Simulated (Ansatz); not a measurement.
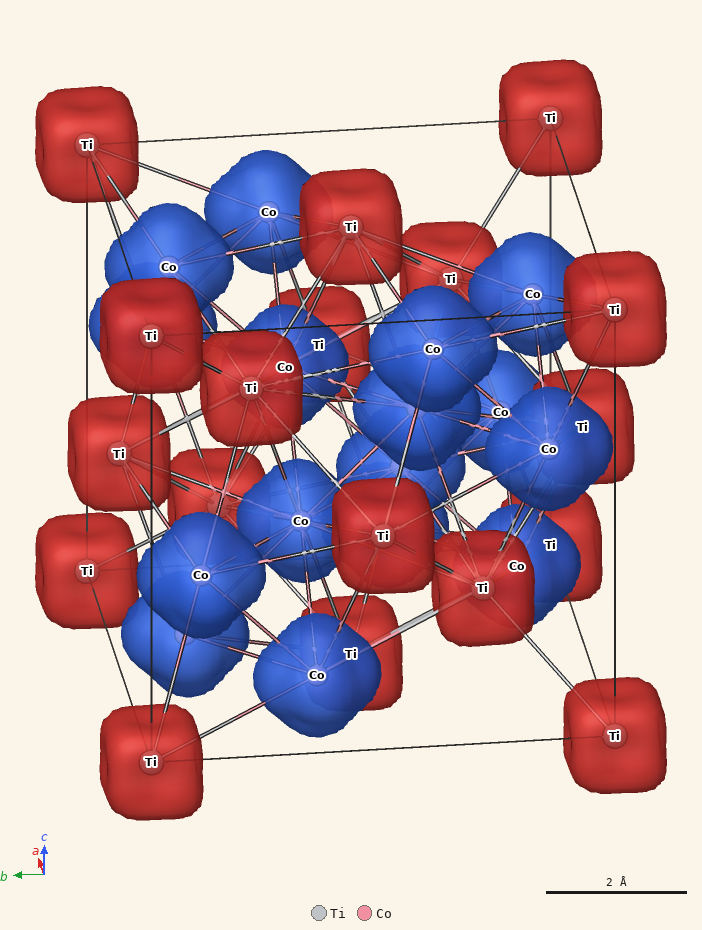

*TiCo₂. Isosurfaces of the spin density at +0.08 (blue) and −0.08 e/Å³ (red), seen at an oblique angle. Sticks mark near contacts.*

Space group Fd-3m; computed pressure about −2 GPa in this cell; spin-polarised.

All numbers below come from DFT r2SCAN, scalar-relativistic, plane waves, PAW (Ansatz 0.2.0).

Core electrons are frozen (PAW), and the valence fields are smoothed inside the atomic spheres.

Question: Which atoms carry the moments, and with what signs?

Answer: The spin density sits on Ti: −0.7 μB (×8); Co: +1.6 μB (×16) in one cell of 24 atoms: ferrimagnetic (opposed moments on unlike sites) in this solution. The cell of the calculation (6 atoms) carries 4.1 μB of net spin moment.
